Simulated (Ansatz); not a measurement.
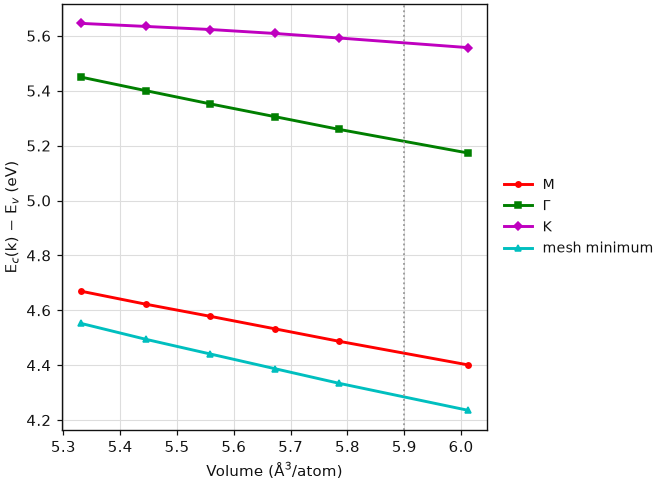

Lowest conduction level at each named k point, counted from the valence-band top at Γ, and the lowest one over the whole k mesh (the mesh minimum, which lies off these points). One run is left out (dotted line).

System: C, space group P6_3/mmc, 12 atoms in the cell. The cell is scaled at fixed shape and fractional positions. At 5.67 Å³/atom, a = 2.522 Å, c = 12.356 Å (hexagonal axes). Level of theory: PBE, Ansatz PAW, no spin polarisation, no spin-orbit coupling, 12×12×3 k mesh, 420 eV cutoff; code Ansatz.

```
      volume  M (eV)  Γ (eV)  K (eV)  mesh minimum (eV)
5.33 Å³/atom    4.67    5.45    5.65               4.55
5.45 Å³/atom    4.62    5.40    5.63               4.49
5.56 Å³/atom    4.58    5.35    5.62               4.44
5.67 Å³/atom    4.53    5.31    5.61               4.39
5.79 Å³/atom    4.49    5.26    5.59               4.33
6.01 Å³/atom    4.40    5.17    5.56               4.24
```

> What does the missing run, at 5.90 Å³/atom, give?

Fits through the other points against the logarithm of the volume give 4.44 eV at M, 5.22 eV at Γ, 5.58 eV at K and 4.28 eV at the mesh minimum (straight lines). The run itself gives 4.45, 5.22, 5.58 and 4.29 eV, within 0.01 eV of the estimates.

LDA, GGA and most meta-GGA functionals understate gaps. This is a hexagonal form of diamond, not graphite.
